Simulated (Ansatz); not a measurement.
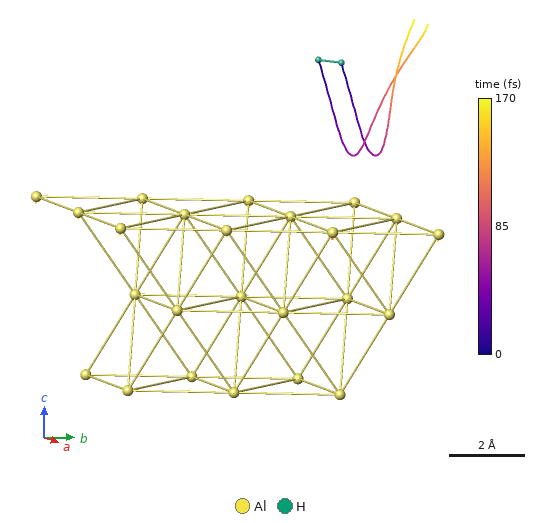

First-principles dynamics of H2 on Al(111) (20 atoms in the cell), 170 fs long. Lines trace each atom's path, coloured by time; spheres stand at the starting positions. Fixed atoms have no trace. Seen slightly off an axis in the simulation cell, with the vacuum cut short.

All numbers below come from DFT LDA, scalar-relativistic, plane waves, PAW in Ansatz. Run with plane-wave cutoff 420 eV; k-point mesh 3 × 2 × 1; Fermi-Dirac smearing 0.1 eV; low-accuracy preset; 6 atoms held fixed; constant energy (NVE); time step 0.5 fs; at the start 2 atoms move with typed velocities and the others are at rest.

How do the atoms move?

In the second half of the run the atoms are, in the root-mean-square, this far from where they began (common drift taken out): H 5.54 Å, Al 0.11 Å. Against the typical shortest distance between atoms in the first frame, about 2.9 Å, the H atoms wander away from their sites and keep going, while the Al atoms only vibrate. 2 of the 14 free atoms end more than three quarters of that spacing from the start.

Limits of the set-up: the program's low-accuracy preset was used; the periodic images lie only 5.7 Å apart, so the values are limited by the cell's size.

Cost: 24 min on 1 thread of AMD EPYC 7R43 64-Core Processor (Zen 3), on a shared host, peak memory 0.81 GiB.

PAW datasets: the set soft_1.
